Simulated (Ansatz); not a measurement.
## Geometry relaxation of Zr₉O₁₆ (charge +3) (part 1 of 3)

Zr₉O₁₆ (defect cell, 25 atoms in the cell, total charge +3), computed with DFT PBE, scalar-relativistic, plane waves, PAW, spin-polarised (Ansatz 0.2.0).

The structure derives from a Materials Project entry. It belongs to a series of runs on one base structure; here: Zr interstitial, charge +3, atoms relaxed at the host's cell. Figures and captions count atoms from 1; the log counts them from 0 in places.

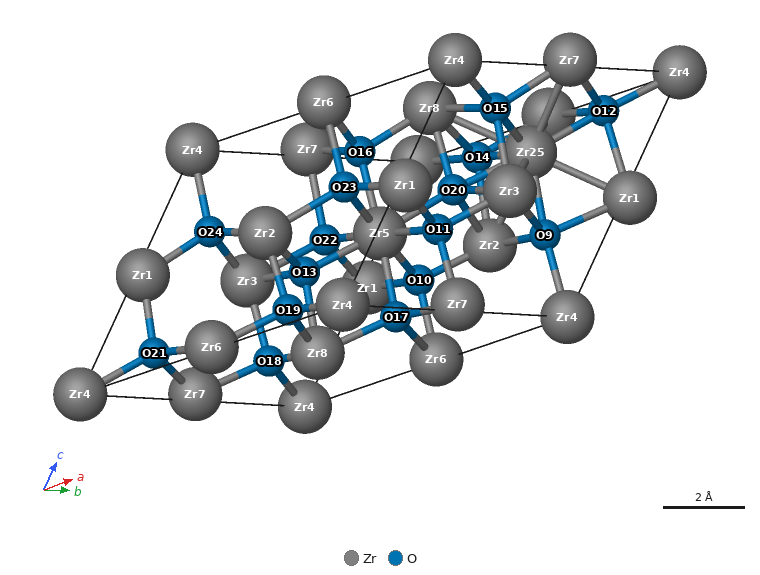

The input geometry (ball-and-stick view of the cell of the calculation, seen at an oblique angle; atoms are numbered from 1 in the order of the input). An atom can appear more than once, as a periodic image.

### Input
```yaml
crystal:
  lattice:
    - [-5.1158283606, 5.1158283606, 0.0]
    - [-5.1158283606, 0.0, 5.1158283606]
    - [0.0, 5.1158283606, 5.1158283606]
  atoms:
    - { symbol: Zr, position: [1.0213366196, 1.0119050564, 0.4804170795], spin: 0.077 }
    - { symbol: Zr, position: [0.4835803234, 1.014974578, 0.4832279767] }
    - { symbol: Zr, position: [1.0173097122, 0.4808852751, 0.4832215919] }
    - { symbol: Zr, position: [1.0004089497, 0.9978785706, 5.70355e-05] }
    - { symbol: Zr, position: [0.5005249418, 0.4980428986, 0.5000501393] }
    - { symbol: Zr, position: [0.477984747, 1.0152518414, 0.0192927138], spin: 0.077 }
    - { symbol: Zr, position: [1.0218206344, 0.4759650087, 0.0175525075], spin: 0.077 }
    - { symbol: Zr, position: [0.484693652, 0.4802921721, 0.0171720547], spin: 0.077 }
    - { symbol: O, position: [0.8713388714, 0.8614117374, 0.3756662413], spin: 0.077 }
    - { symbol: O, position: [0.3828789905, 0.8720628966, 0.3706668729] }
    - { symbol: O, position: [0.8745955821, 0.3802933499, 0.3732065355] }
    - { symbol: O, position: [0.8683521942, 0.8707594765, 0.8851976965], spin: 0.077 }
    - { symbol: O, position: [0.3709931741, 0.3710367078, 0.3825605581] }
    - { symbol: O, position: [0.3823711292, 0.8823666005, 0.8730453288], spin: 0.077 }
    - { symbol: O, position: [0.8859778514, 0.378511809, 0.8643184239], spin: 0.077 }
    - { symbol: O, position: [0.3737377293, 0.3685034975, 0.8742417999] }
    - { symbol: O, position: [0.6196038089, 0.6182728809, 0.1217134071], spin: 0.077 }
    - { symbol: O, position: [0.1317080914, 0.6242091051, 0.1200355922] }
    - { symbol: O, position: [0.6267947139, 0.12921164, 0.1229158895] }
    - { symbol: O, position: [0.6130710824, 0.6200463412, 0.6430483866], spin: 0.077 }
    - { symbol: O, position: [0.1203939175, 0.1206561465, 0.1312949338] }
    - { symbol: O, position: [0.1238276122, 0.6341298526, 0.6184306588], spin: 0.077 }
    - { symbol: O, position: [0.6399884938, 0.1161021638, 0.6192290624], spin: 0.077 }
    - { symbol: O, position: [0.1231274785, 0.1177259846, 0.6265071185] }
    - { symbol: Zr, position: [0.7494141635, 0.7490697992, 0.7521358833], spin: 0.077 }
  host:
    lattice:
      - [0.0, 2.5579141803, 2.5579141803]
      - [2.5579141803, 0.0, 2.5579141803]
      - [2.5579141803, 2.5579141803, 0.0]
    atoms:
      - { symbol: Zr, position: [0.0, 0.0, 0.0] }
      - { symbol: O, position: [0.25, 0.25, 0.25] }
      - { symbol: O, position: [0.75, 0.75, 0.75] }
total_charge: 3
basis:
  ecutwfc: 420
  xc_grid: 2
kpoints:
  mp_grid: { grid: [2, 2, 2], shift: [0.0, 0.0, 0.0] }
hamiltonian:
  xc: pbe
scf:
  occupations: { method: gaussian, width: 0.01 }
output:
  forces: true
  stress: false
  eigenvalues: true
  populations: true
  charged_corrections:
    defect_position: [0.75, 0.75, 0.75]
    epsilon: [[48.3206, 0.0, 0.0], [0.0, 48.3206, 0.0], [0.0, 0.0, 48.3206]]
  write_density: true
  write_potential: true
  elf: true
  volumetric_format: npy
magnetization:
  spin_polarized: true
relax:
  adjacent_minimum: "off"
  f_tol: 0.025
  max_steps: 45
```

Run on 4 threads of Arm Neoverse V1, 24 GiB of memory available, shared host.

Command:
```bash
ansatz run input.yaml --threads 4 --pin off --max-ram 10240MiB --backend cpu --events-out ev --progress --plain --runs-dir out
```

### What the program printed
```
Engine: ansatz 0.2.0, aarch64-unknown-linux-gnu
Pseudopotentials: kind: paw
Pseudopotential: Zr, paw, valence charge 12, recommended cutoff 420 eV (normal), Zr.paw.azcp
Pseudopotential: O, paw, valence charge 6, recommended cutoff 420 eV (normal), O.paw.azcp
Functional definition: PBE
  parameter kappa = 0.804
  parameter beta = 0.06672455060314922
  exchange = pbe_x(kappa = kappa, mu = beta*pi^2/3)
  correlation = pbe_c(beta = beta)
Crystal: 25 atoms, lattice volume = 267.780 Å³
Basis set: ecut = 420 eV, 5209 PW (Γ), exchange–correlation on 100×100×100 points (8 copies of the dense FFT grid, shifted against one another)
Bands: 127, of which v1, the nominal top of the filled ones, is band 101 counted from 1 (100 counted from 0)
Symmetry: 1 space group operations
Space group: P1 (ITA 1), of the structure as read, at distance tolerance 6.4e-5 Å
Magnetic group: BNS 1.1 (UNI 1), of the structure as read, at distance tolerance 6.4e-5 Å
k-points: 8
Non-local potential: Zr, projectors of the file, l = 0: 3, l = 1: 2, l = 2: 2, l = 3: 2
Non-local potential: O, projectors of the file, l = 0: 2, l = 1: 2, l = 2: 1
PAW form: soft (Blöchl's): semilocal exchange-correlation on the pseudo side does not see the compensation charge
PAW one-centre angular grid: Zr, 590 points (default); XC on 64 Gauss nodes
PAW one-centre angular grid: O, 110 points (default); XC on 64 Gauss nodes
Initial density: superposition of atomic densities (chi_scale 0.1, normalization cell, long waves kept (reshape's long-wave potential 0.05 eV rms))
Starting moments: Σ|m| = 1.001 μB on 13 of 25 sites
Initial wavefunctions: pseudopotential atomic-orbital guess
Functional: x = pbe(κ = 0.804, μ = 0.2195149727645171), c = pbe(β = 0.06672455060314922)
SCF iter   1: F=—  HF=-46803.861903 eV  |F-HF|=—  |Δ(HF+E_count)|=         —  Δρ=3.71e-2 (↑3.71e-2 ↓3.68e-2)  dr2=2.87e1  dr2_m=1.43e-2  M=0.499 μB ∫|m|=0.523 μB  β_m=0.30  ethr=3.10e-3  ⟨swp⟩=5.5  Hψ=7559  notcnv=0  defer=94
Mixer restart at iter 1: flushing history
preconditioner: auto → Resta (q_TF=auto, 2.601 Å⁻¹)  ε∞=4.3  [insulator: Δε(μ)=0.014 eV  Ē_g=16.593 eV  σ=0.010 eV  W_gap=0.68  n_scr=64 (ndim 8)  ℏωp=30.2 eV  f_vac=0.000  D(μ)=11.71/eV (n_scr^D=112)  ε∞_Penn≈4.3]
spin=Collinear: Resta preconditioning applied to the charge; magnetization (m = ρ↑ − ρ↓) channel mixes plain (no charge-response kernel on spin).
SCF iter   2: F=—  HF=-46805.580683 eV  |F-HF|=—  |Δ(HF+E_count)|=    1.72e0  Δρ=2.45e-2 (↑2.31e-2 ↓2.45e-2)  dr2=1.12e1  dr2_m=2.07e-2  M=0.250 μB ∫|m|=0.283 μB  β_m=0.51  ethr=3.10e-3  ⟨swp⟩=2.0  Hψ=3188  notcnv=0  defer=330
preconditioner: auto → Kerker (q_TF=auto, 2.601 Å⁻¹)  [metal: Δε(μ)=0.005 eV  Ē_g=17.068 eV  σ=0.010 eV  W_gap=0.28  n_scr=64 (ndim 8)  ℏωp=30.7 eV  f_vac=0.000  D(μ)=16.33/eV (n_scr^D=168)]
spin=Collinear: Kerker preconditioning applied to the charge; magnetization (m = ρ↑ − ρ↓) channel mixes plain (no charge-response kernel on spin).
SCF iter   3: F=—  HF=-46815.626689 eV  |F-HF|=—  |Δ(HF+E_count)|=    1.00e1  Δρ=1.05e-2 (↑1.01e-2 ↓1.05e-2)  dr2=1.60e0  dr2_m=1.96e-3  M=0.153 μB ∫|m|=0.167 μB  β_m=0.67  ethr=3.10e-3  ⟨swp⟩=2.9  Hψ=3355  notcnv=0  defer=324
SCF iter   4: F=—  HF=-46816.886135 eV  |F-HF|=—  |Δ(HF+E_count)|=    1.26e0  Δρ=4.94e-3 (↑4.78e-3 ↓4.94e-3)  dr2=3.48e-1  dr2_m=4.92e-4  M=0.189 μB ∫|m|=0.194 μB  β_m=0.83  ethr=7.94e-4  ⟨swp⟩=2.2  Hψ=3169  notcnv=0  defer=312
SCF iter   5: F=—  HF=-46816.908987 eV  |F-HF|=—  |Δ(HF+E_count)|=   2.29e-2  Δρ=2.02e-3 (↑1.95e-3 ↓2.02e-3)  dr2=5.20e-2  dr2_m=8.65e-4  M=0.250 μB ∫|m|=0.262 μB  β_m=0.86  ethr=1.73e-4  ⟨swp⟩=2.0  Hψ=3624  notcnv=0  defer=312
SCF iter   6: F=—  HF=-46816.921747 eV  |F-HF|=—  |Δ(HF+E_count)|=         —  Δρ=1.30e-3 (↑1.13e-3 ↓1.30e-3)  dr2=1.66e-2  dr2_m=6.39e-4  M=0.252 μB ∫|m|=0.307 μB  β_m=0.86  ethr=2.59e-5  ⟨swp⟩=2.7  Hψ=3246  notcnv=0  defer=312
Mixer restart at iter 6: flushing history
SCF iter   7: F=—  HF=-46816.934819 eV  |F-HF|=—  |Δ(HF+E_count)|=   1.31e-2  Δρ=7.67e-4 (↑7.67e-4 ↓7.58e-4)  dr2=3.79e-3  dr2_m=3.11e-4  M=0.252 μB ∫|m|=0.347 μB  β_m=0.84  ethr=8.25e-6  ⟨swp⟩=2.1  Hψ=3371  notcnv=0  defer=312
SCF iter   8: F=—  HF=-46816.936649 eV  |F-HF|=—  |Δ(HF+E_count)|=   1.83e-3  Δρ=3.94e-4 (↑3.94e-4 ↓3.52e-4)  dr2=1.35e-3  dr2_m=1.41e-4  M=0.250 μB ∫|m|=0.368 μB  β_m=0.92  ethr=1.88e-6  ⟨swp⟩=2.0  Hψ=3461  notcnv=0  defer=312
SCF iter   9: F=—  HF=-46816.937717 eV  |F-HF|=—  |Δ(HF+E_count)|=   1.07e-3  Δρ=2.39e-4 (↑2.39e-4 ↓2.08e-4)  dr2=4.04e-4  dr2_m=2.75e-5  M=0.250 μB ∫|m|=0.395 μB  β_m=0.89  ethr=6.72e-7  ⟨swp⟩=2.0  Hψ=3640  notcnv=0  defer=312
SCF iter  10: F=—  HF=-46816.937985 eV  |F-HF|=—  |Δ(HF+E_count)|=   2.69e-4  Δρ=8.21e-5 (↑8.21e-5 ↓7.44e-5)  dr2=7.84e-5  dr2_m=1.18e-6  M=0.250 μB ∫|m|=0.406 μB  β_m=0.89  ethr=2.01e-7  ⟨swp⟩=2.0  Hψ=3519  notcnv=0  defer=312
SCF iter  11: F=—  HF=-46816.938003 eV  |F-HF|=—  |Δ(HF+E_count)|=   1.75e-5  Δρ=2.63e-5 (↑2.63e-5 ↓2.34e-5)  dr2=8.89e-6  dr2_m=1.52e-7  M=0.250 μB ∫|m|=0.409 μB  β_m=0.94  ethr=3.90e-8  ⟨swp⟩=2.0  Hψ=3529  notcnv=0  defer=312
SCF iter  12: F=—  HF=-46816.938007 eV  |F-HF|=—  |Δ(HF+E_count)|=   4.13e-6  Δρ=1.83e-5 (↑1.83e-5 ↓1.47e-5)  dr2=2.34e-6  dr2_m=1.52e-7  M=0.250 μB ∫|m|=0.409 μB  β_m=0.95  ethr=4.42e-9  ⟨swp⟩=16.4  Hψ=17710  notcnv=0
SCF iter  13: F=—  HF=-46816.938007 eV  |F-HF|=—  |Δ(HF+E_count)|=   3.02e-7  Δρ=9.84e-6 (↑9.84e-6 ↓7.85e-6)  dr2=7.48e-7  dr2_m=5.99e-8  M=0.250 μB ∫|m|=0.409 μB  β_m=0.97  ethr=1.16e-9  ⟨swp⟩=10.0  Hψ=14230  notcnv=0
SCF iter  14: F=-46816.938007 eV  HF=-46816.938007 eV  |F-HF|=2.03e-8  |Δ(HF+E_count)|=   1.52e-7  Δρ=2.37e-6 (↑2.37e-6 ↓1.96e-6)  dr2=6.92e-8  dr2_m=3.58e-9  M=0.250 μB ∫|m|=0.408 μB  ethr=3.72e-10  ⟨swp⟩=9.4  Hψ=13020  notcnv=0
SCF 1 converged in 14 iterations: F = -46816.938007 eV  dr2 = 6.92e-8
  greatest PAW one-centre occupation: 0.995 electrons in one spin orbital (limit 2), on the Zr atom at site 24 (counted from 0), in its partial waves of l = 0
relax step   1: F+E_penalty+E_count = -46816.93800743 eV  Δ(F+E_penalty+E_count) = +0.000e0 eV  max|allowed force component| = 8.532e-1 eV/Å  Δτ_max = 0.0000 Å  (14 SCF iters, dr2 threshold 1.56e-5 eV, accepted)
Initial density: handed on by an earlier stage of this run
Starting moments: Σ|m| = 1.001 μB on 13 of 25 sites; this step starts from the density that it was given
Initial wavefunctions: those handed on with the density
iter 1 solved again at ethr=2.84e-5 eV; its pass at ethr=3.10e-3 eV (dr2=5.72e-2 eV) is discarded
SCF iter   1: F=—  HF=-46817.018184 eV  |F-HF|=—  |Δ(HF+E_count)|=         —  Δρ=2.49e-3 (↑2.37e-3 ↓2.49e-3)  dr2=5.62e-2  dr2_m=2.04e-4  M=0.250 μB ∫|m|=0.401 μB  β_m=0.65  ethr=2.84e-5  ⟨swp⟩=2.0  Hψ=6191  notcnv=0  defer=324
preconditioner: auto → Resta (q_TF=auto, 2.601 Å⁻¹)  ε∞=4.2  [insulator: Δε(μ)=0.042 eV  Ē_g=17.192 eV  σ=0.010 eV  W_gap=1.00  n_scr=64 (ndim 8)  ℏωp=30.7 eV  f_vac=0.031  D(μ)=0.17/eV (n_scr^D=0)  ε∞_Penn≈4.2]
spin=Collinear: Resta preconditioning applied to the charge; magnetization (m = ρ↑ − ρ↓) channel mixes plain (no charge-response kernel on spin).
SCF iter   2: F=—  HF=-46817.014058 eV  |F-HF|=—  |Δ(HF+E_count)|=   4.13e-3  Δρ=1.05e-3 (↑1.02e-3 ↓1.05e-3)  dr2=8.32e-3  dr2_m=3.96e-5  M=0.250 μB ∫|m|=0.399 μB  β_m=0.49  ethr=2.80e-5  ⟨swp⟩=2.9  Hψ=3101  notcnv=0  defer=324
SCF iter   3: F=—  HF=-46817.013045 eV  |F-HF|=—  |Δ(HF+E_count)|=   1.01e-3  Δρ=4.79e-4 (↑4.60e-4 ↓4.79e-4)  dr2=1.65e-3  dr2_m=1.37e-5  M=0.250 μB ∫|m|=0.400 μB  β_m=0.54  ethr=4.14e-6  ⟨swp⟩=2.0  Hψ=3157  notcnv=0  defer=324
SCF iter   4: F=—  HF=-46817.013084 eV  |F-HF|=—  |Δ(HF+E_count)|=   3.91e-5  Δρ=1.33e-4 (↑1.33e-4 ↓1.31e-4)  dr2=1.54e-4  dr2_m=1.31e-6  M=0.250 μB ∫|m|=0.400 μB  β_m=0.69  ethr=8.19e-7  ⟨swp⟩=2.0  Hψ=2954  notcnv=0  defer=324
SCF iter   5: F=—  HF=-46817.013157 eV  |F-HF|=—  |Δ(HF+E_count)|=   7.23e-5  Δρ=4.83e-5 (↑4.83e-5 ↓4.73e-5)  dr2=2.34e-5  dr2_m=1.76e-7  M=0.250 μB ∫|m|=0.399 μB  β_m=0.69  ethr=7.65e-8  ⟨swp⟩=2.0  Hψ=2891  notcnv=0  defer=324
SCF iter   6: F=-46817.013166 eV  HF=-46817.013170 eV  |F-HF|=3.51e-6  |Δ(HF+E_count)|=   1.32e-5  Δρ=2.45e-5 (↑2.45e-5 ↓2.29e-5)  dr2=8.38e-6  dr2_m=5.57e-8  M=0.250 μB ∫|m|=0.399 μB  ethr=1.16e-8  ⟨swp⟩=15.2  Hψ=17121  notcnv=0
the starting moments were not kept: 1 of 13 ended reversed and 4 kept their direction, counting a site from 0.1 of the cell's largest site moment. The largest reversed, site 6 (counted from 0, in the order of the report's site_moments_mub), started with +0.077 μB and closes at -5.8e-3 μB in its sphere.
SCF 2 converged in 6 iterations: F = -46817.013166 eV  dr2 = 8.38e-6
relax step   2: F+E_penalty+E_count = -46817.01316641 eV  Δ(F+E_penalty+E_count) = -7.516e-2 eV  max|allowed force component| = 4.719e-1 eV/Å  Δτ_max = 0.0435 Å  (6 SCF iters, dr2 threshold 4.55e-5 eV, accepted)
[... from here on the SCF iterations and repeated set-up lines of each step are left out, up to the last step ...]
SCF 3 converged in 15 iterations: F = -46817.065794 eV  dr2 = 2.53e-7
relax step   3: F+E_penalty+E_count = -46817.06579386 eV  Δ(F+E_penalty+E_count) = -5.263e-2 eV  max|allowed force component| = 2.501e-1 eV/Å  Δτ_max = 0.0707 Å  (15 SCF iters, dr2 threshold 1.39e-5 eV, accepted)
SCF 4 converged in 11 iterations: F = -46817.090900 eV  dr2 = 1.18e-7
relax step   4: F+E_penalty+E_count = -46817.09089966 eV  Δ(F+E_penalty+E_count) = -2.511e-2 eV  max|allowed force component| = 1.144e-1 eV/Å  Δτ_max = 0.0519 Å  (11 SCF iters, dr2 threshold 1.76e-5 eV, accepted)
SCF 5 converged in 7 iterations: F = -46817.091802 eV  dr2 = 2.83e-7
relax step   5: F+E_penalty+E_count = -46817.09180151 eV  Δ(F+E_penalty+E_count) = -9.018e-4 eV  max|allowed force component| = 2.781e-1 eV/Å  Δτ_max = 0.0260 Å  (7 SCF iters, dr2 threshold 2.74e-6 eV, accepted)
SCF 6 converged in 5 iterations: F = -46817.100539 eV  dr2 = 7.93e-6
relax step   6: F+E_penalty+E_count = -46817.10053875 eV  Δ(F+E_penalty+E_count) = -8.737e-3 eV  max|allowed force component| = 1.070e-1 eV/Å  Δτ_max = 0.0177 Å  (5 SCF iters, dr2 threshold 1.62e-5 eV, accepted)
SCF 7 converged in 6 iterations: F = -46817.101014 eV  dr2 = 1.56e-7
relax step   7: F+E_penalty+E_count = -46817.10101393 eV  Δ(F+E_penalty+E_count) = -4.752e-4 eV  max|allowed force component| = 1.154e-1 eV/Å  Δτ_max = 0.0079 Å  (6 SCF iters, dr2 threshold 1.70e-6 eV, accepted)
SCF 8 converged in 7 iterations: F = -46817.101621 eV  dr2 = 6.88e-7
relax step   8: F+E_penalty+E_count = -46817.10162119 eV  Δ(F+E_penalty+E_count) = -6.073e-4 eV  max|allowed force component| = 1.096e-1 eV/Å  Δτ_max = 0.0189 Å  (7 SCF iters, dr2 threshold 1.97e-6 eV, accepted)
SCF 9 converged in 7 iterations: F = -46817.111845 eV  dr2 = 2.94e-6
relax step   9: F+E_penalty+E_count = -46817.11184458 eV  Δ(F+E_penalty+E_count) = -1.022e-2 eV  max|allowed force component| = 6.092e-2 eV/Å  Δτ_max = 0.0617 Å  (7 SCF iters, dr2 threshold 1.08e-5 eV, accepted)
SCF 10 converged in 6 iterations: F = -46817.112699 eV  dr2 = 2.26e-7
relax step  10: F+E_penalty+E_count = -46817.11269939 eV  Δ(F+E_penalty+E_count) = -8.548e-4 eV  max|allowed force component| = 2.649e-2 eV/Å  Δτ_max = 0.0110 Å  (6 SCF iters, dr2 threshold 1.15e-6 eV, accepted)
SCF iter   1: F=—  HF=-46817.113271 eV  |F-HF|=—  |Δ(HF+E_count)|=         —  Δρ=1.41e-4 (↑1.37e-4 ↓1.41e-4)  dr2=1.68e-4  dr2_m=8.92e-7  M=0.000 μB ∫|m|=0.000 μB  β_m=0.65  ethr=9.45e-7  ⟨swp⟩=2.0  Hψ=3626  notcnv=0  defer=296
spin=Collinear: Resta preconditioning applied to the charge; magnetization (m = ρ↑ − ρ↓) channel mixes plain (no charge-response kernel on spin).
SCF iter   2: F=—  HF=-46817.112849 eV  |F-HF|=—  |Δ(HF+E_count)|=   4.22e-4  Δρ=6.53e-5 (↑6.50e-5 ↓6.53e-5)  dr2=3.41e-5  dr2_m=1.69e-7  M=0.000 μB ∫|m|=0.000 μB  β_m=0.65  ethr=8.38e-8  ⟨swp⟩=2.0  Hψ=3414  notcnv=0  defer=296
SCF iter   3: F=—  HF=-46817.112848 eV  |F-HF|=—  |Δ(HF+E_count)|=   1.43e-6  Δρ=1.91e-5 (↑1.91e-5 ↓1.88e-5)  dr2=2.77e-6  dr2_m=8.57e-10  M=0.000 μB ∫|m|=0.000 μB  β_m=0.63  ethr=1.70e-8  ⟨swp⟩=2.0  Hψ=2954  notcnv=0  defer=296
SCF iter   4: F=—  HF=-46817.112848 eV  |F-HF|=—  |Δ(HF+E_count)|=   4.08e-7  Δρ=7.15e-6 (↑7.10e-6 ↓7.15e-6)  dr2=4.26e-7  dr2_m=1.08e-10  M=0.000 μB ∫|m|=0.000 μB  β_m=0.72  ethr=1.38e-9  ⟨swp⟩=2.0  Hψ=3032  notcnv=0  defer=296
SCF iter   5: F=—  HF=-46817.112849 eV  |F-HF|=—  |Δ(HF+E_count)|=   2.10e-7  Δρ=3.06e-6 (↑3.05e-6 ↓3.06e-6)  dr2=8.39e-8  dr2_m=1.66e-11  M=0.000 μB ∫|m|=0.000 μB  β_m=0.68  ethr=2.12e-10  ⟨swp⟩=2.0  Hψ=3056  notcnv=0  defer=296
SCF iter   6: F=-46817.112849 eV  HF=-46817.112849 eV  |F-HF|=4.39e-9  |Δ(HF+E_count)|=   3.17e-8  Δρ=9.52e-7 (↑9.52e-7 ↓9.45e-7)  dr2=1.53e-8  dr2_m=4.10e-12  M=0.000 μB ∫|m|=0.000 μB  ethr=4.17e-11  ⟨swp⟩=10.1  Hψ=13537  notcnv=0
the starting moments were not kept: the SCF closed with an absolute magnetisation of 4.8e-6 μB, where they sum to 1.001 μB in size (13 sites). That is at most 0.1 of that sum. Measured as dr2_m measures the in/out step, that magnetisation stands 1.4e-12 eV from none, at or under the dr2_threshold of 1.0e-7 eV: it is no larger than a step whose dr2_m would equal this threshold.
SCF 11 converged in 6 iterations: F = -46817.112849 eV  dr2 = 1.53e-8
relax step  11: F+E_penalty+E_count = -46817.11284864 eV  Δ(F+E_penalty+E_count) = -1.492e-4 eV  max|allowed force component| = 7.957e-3 eV/Å  Δτ_max = 0.0029 Å  (6 SCF iters, accepted)
```

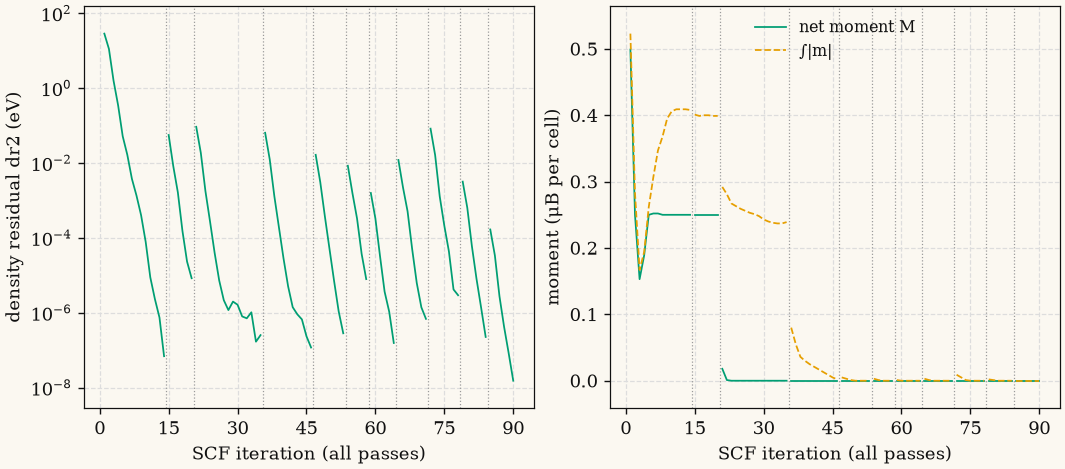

Convergence of the self-consistent field: density residual dr2 and magnetic moment against the SCF iteration. The dotted lines part the SCF passes of the relaxation: geometry steps, rejected trials and re-solves on a re-selected basis. The 11 passes take 5 to 15 iterations each, 90 in all. The net moment goes from 0.5 to 0.0 μB per cell, and ∫|m| falls to zero.

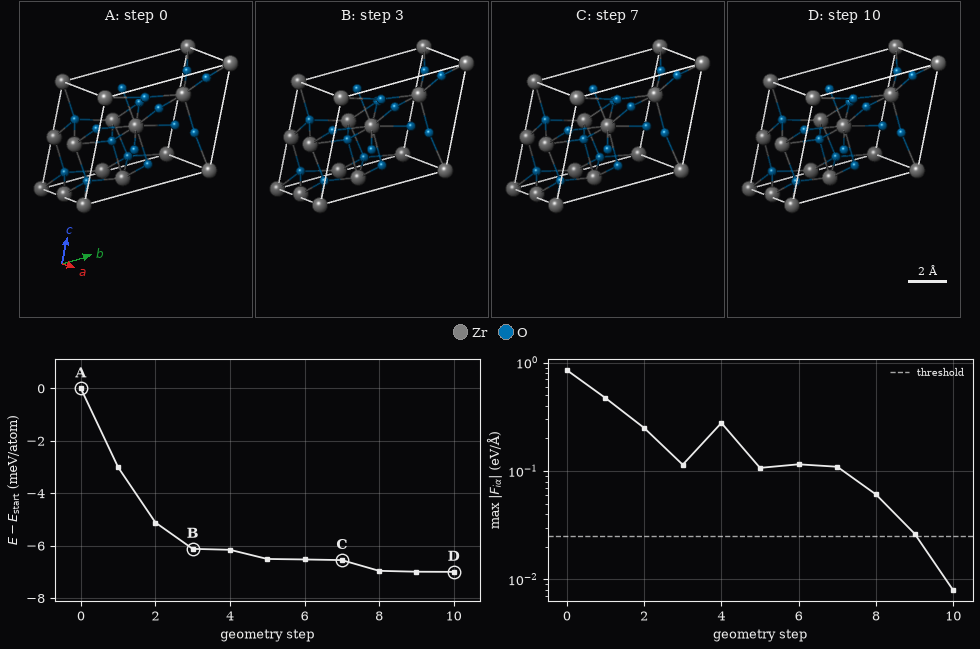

Frames of the relaxation (ball-and-stick view of the cell of the calculation, seen slightly off an axis) above the curves, on which the letters mark them (the first geometry is step 0 here and step 1 in the log).
